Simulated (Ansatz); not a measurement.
```
CELL_PARAMETERS angstrom
0.00000 -2.17758 2.17758
-2.17758 2.17758 0.00000
-4.57139 -4.57139 -4.57139
ATOMIC_POSITIONS crystal
B 0.00000 0.00000 0.99850
B 0.33333 0.66667 0.66517
B 0.66667 0.33333 0.33184
P 0.00000 0.00000 0.75150
P 0.33333 0.66667 0.41816
P 0.66667 0.33333 0.08483
```

Space group R3m; started from the zincblende prototype, which need not be the ambient phase; changed on purpose from its base cell (epitaxial 111 strain -4.0%); computed pressure about 13 GPa in this cell.

All numbers below come from Ansatz, DFT, HSE06, plane waves, PAW.

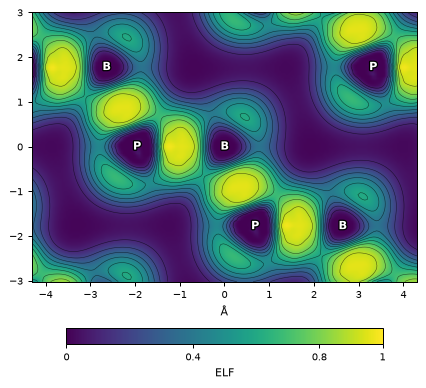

BP. ELF on the (110) plane of the conventional cell.

> Read the bonding off the picture.

Atoms in the plane: B and P.
B–P (1.90 Å): the ELF peaks at about 0.95 between the atoms; localised, covalent bonding.
B–P (1.96 Å): the ELF peaks at about 1 between the atoms: a shared electron pair.

> Does the calculation give a band gap?

It is gapped, with a Kohn–Sham gap of 1.5 eV on the k-point mesh (the band edges may lie off the mesh, which would make the gap smaller).
